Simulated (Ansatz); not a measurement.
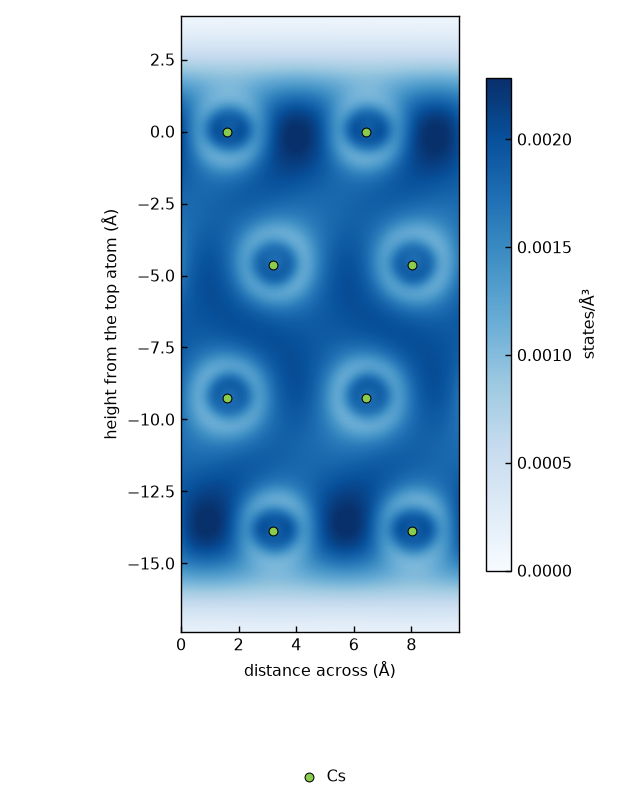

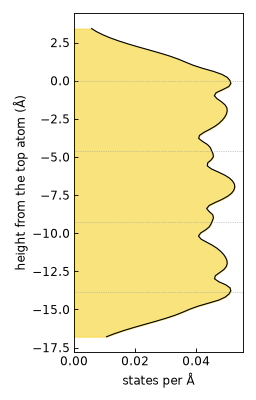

Density of all states between −0.50 and −0.25 eV (zero: the Fermi level) of Cs(001) (P6_3/mmc bulk, the cell from a database of computed structures, not from a measurement, 4 atomic planes (those closer than 0.6 Å count as one), 14 Å): side view, averaged along the second cell vector, and the full density summed over planes, the part near the nuclei included (dotted lines mark the atomic planes).

The first picture shows the smooth PAW orbitals' density alone; the shares below count all of it.

Computed with DFT PBE, scalar-relativistic, plane waves, PAW (Ansatz 0.2.0). Cutoff 420 eV, 18 × 18 k-points, Gaussian smearing 0.1 eV, dipole correction. The slab is a cut without reconstruction beyond its cell, at the source's lattice constants, with its lower half held fixed and the rest relaxed. This isn't the element's usual bcc form. No spin polarisation. The run warns that the functional's potential is rough in the thin density of the vacuum, where the tip is; weak contrasts and barriers may feel it.

Question: Where in the slab do these states sit?

Answer: The window holds 0.86 states per cell. Shares by plane (space cut midway between planes), top to bottom: Cs 25 %, Cs 25 %, Cs 24 %, Cs 25 %; the outer planes' shares include the vacuum, and density in a gap between layers is shared out between the planes on either side. The states spread through the slab.
